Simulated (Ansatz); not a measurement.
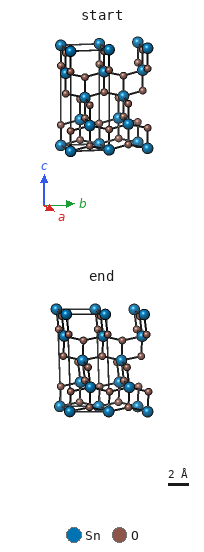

The structure of solid SnO₂ (set up in I4_1/amd) before (top) and after (bottom) a relaxation, at one scale.

Style: ball-and-stick. Shown: the conventional cell (2 times the calculation's cell), repeated 1 × 2 × 1 with one cell outlined, slightly off an axis. Lengths and directions refer to the drawn axes.

Level of theory: DFT r2SCAN, scalar-relativistic, plane waves, PAW (Ansatz 0.2.0). (plane-wave cutoff 500 eV; k-point mesh 8 × 8 × 8; occupations gaussian; smearing width 0.05 eV; no spin polarisation)

Question: Summarise the run.

Answer: The largest moves relative to the cell, 0.11 Å, are those of Sn atoms. By element the largest moves are Sn 0.11 Å, O 0.07 Å. The volume changes by −0.3 %, with a 3.999 → 4.056 Å (+1.4 %), b 3.999 → 4.044 Å (+1.1 %), c 10.204 → 9.968 Å (−2.3 %), α 90.0° → 94.7°, β 90.0° → 87.3°, γ 90.0° → 89.8°. Near-neighbour distances that change, for instance: O–Sn 2.055 → 2.079 Å, O–Sn 2.078 → 2.060 Å. Among the angles between lasting bonds that change: O–Sn–O 103.3° → 93.3°, O–Sn–O 180.0° → 170.3°, O–Sn–O 103.3° → 111.4°. The space group (tolerance 0.01 Å) goes from I4_1/amd (No. 141) to P-1 (No. 2).
